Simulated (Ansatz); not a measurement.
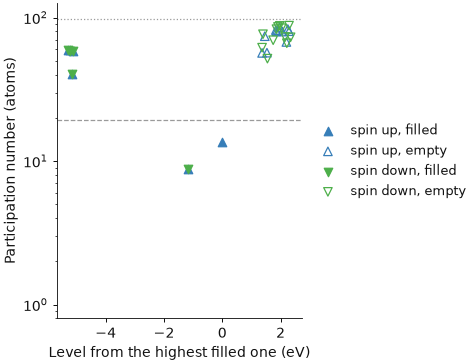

Levels near the gap of a 97-atom cell against the number of atoms over which each spreads (dotted: all atoms; dashed: a fifth of them). Host AlN with interstitial Al.

Structure: Al₄₉N₄₈ (defect cell), 97 atoms in the cell.

Computed with Ansatz: DFT, HSE06, PAW, plane waves, one k point, (0.25, 0.25, 0.25).

Question: Which of these levels are localised (under the dashed line)?

Answer: 3 of the 34 levels shown spread over less than a fifth of the cell: −1.19 eV (spin up, filled, over about 9 atoms, mostly Al), −1.17 eV (spin down, filled, over about 9 atoms, mostly Al) and 0.00 eV (spin up, filled, over about 14 atoms, mostly Al).

Question: How far apart are the highest filled and the lowest empty level?

Answer: The lowest empty level lies 1.37 eV above the highest filled one.

Question: What is the spin state?

Answer: The cell's moment is 1.0 μB.

One k point in a finite cell, so levels carry errors of tenths of an eV.
